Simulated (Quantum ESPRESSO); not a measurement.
## CoO: magnetism against a distortion at fixed volume: factor along z 0.92, antiferro q=(0,0,1/2) +-

Quantum ESPRESSO 7.5; PBE with U = 3.5 eV on Co d (ortho-atomic projectors); plane waves with GBRV 1.5 PBE potentials, no spin-orbit coupling.

The wavevector q is in fractions of the reciprocal vectors of the crystal's primitive cell, as the cells of these inputs are built from it; moments change sign between cells as cos(2π q·R).

pw.in reads:

```
&CONTROL
  calculation = 'scf'
  prefix = 'pwscf'
  outdir = './tmp'
  pseudo_dir = './pseudo'
  disk_io = 'nowf'
  tprnfor = .true.
  tstress = .true.
/
&SYSTEM
  ibrav = 0
  celldm(1) = 8
  nat = 4
  ntyp = 3
  ecutwfc = 40
  ecutrho = 280
  nbnd = 32
  occupations = 'smearing'
  smearing = 'fd'
  degauss = 0.00367493
  nspin = 2
  starting_magnetization(1) = 0.1765
  starting_magnetization(2) = -0.1765
  starting_magnetization(3) = 0
/
&ELECTRONS
  conv_thr = 8d-09
  electron_maxstep = 150
  mixing_beta = 0.3
/
ATOMIC_SPECIES
Co1    58.9332 co_pbe_v1.2.uspp.F.UPF
Co2    58.9332 co_pbe_v1.2.uspp.F.UPF
O      15.9990 o_pbe_v1.2.uspp.F.UPF
CELL_PARAMETERS alat
   0.0000000000000    0.5246824102529    0.4629970734792
   0.5246824102529    0.0000000000000    0.4629970734792
   1.0493648205082    1.0493648205082    0.0000000000000
ATOMIC_POSITIONS crystal
Co1     0.0000000000    0.0000000000    0.0000000000
Co2     0.0000000000    0.0000000000    0.5000000000
O       0.5000000000    0.5000000000    0.2500000000
O       0.5000000000    0.5000000000    0.7500000000
K_POINTS automatic
10 10 5 0 0 0
HUBBARD {ortho-atomic}
U Co1-3d 3.5000
U Co2-3d 3.5000
```

Run with:

```bash
$ OMP_NUM_THREADS=1 mpirun -n 4 pw.x -nk 4 -in pw.in > pw.out
```

**Question.** What does this run give for the spin moment in the atom's sphere?

Opposed moments of equal size cancel, so the cell has no net moment. Symmetry leaves 2 kinds of site among the 4 atoms, and equivalent atoms carry values of equal size.

Spin moment in the atom's sphere by atom:

```
atom  spin moment in the atom's sphere (μB)
 Co1                                   2.46
 Co2                                  -2.46
  O3                                   0.00
  O4                                   0.00
```

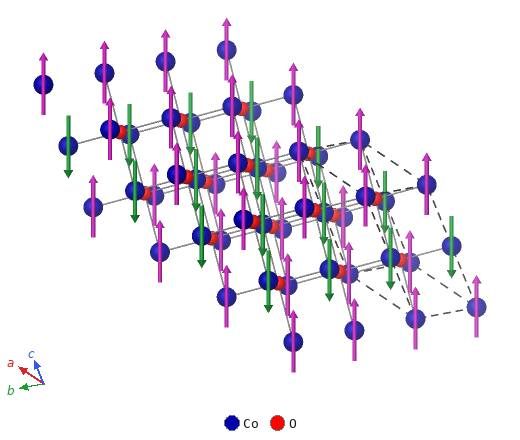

Spin moment in the atom's sphere as arrows, the longest 2.46 μB. Up and down stand for the sign. Arrows give size and sign along the axis of quantisation, drawn up and down the page. The two directions have two colours. Bonds to atoms that aren't drawn are left out. 3×3×1 cells are drawn. Some periodic images of atoms are drawn too.

Numbers from this step:

- magnetization: 0 μB
- absolute magnetization: 5.398 μB
- final state: antiferromagnetic

[Logs and program files are shortened in this print: banners, set-up blocks, solver, clock and traceback lines can be left out without a mark of their own.]

[Logs are printed without paths, hosts, clocks, repeated set-up lines and the standing remarks that a program may print on its own settings, such as how far it seeks lower states.]

[Hosts, paths, dates, database ids (printed as entryN), source tags and the programs' standing remarks are cut or masked in the printed files.]

[Where a cell is said to come from a database of computed structures, the database is the Materials Project.]
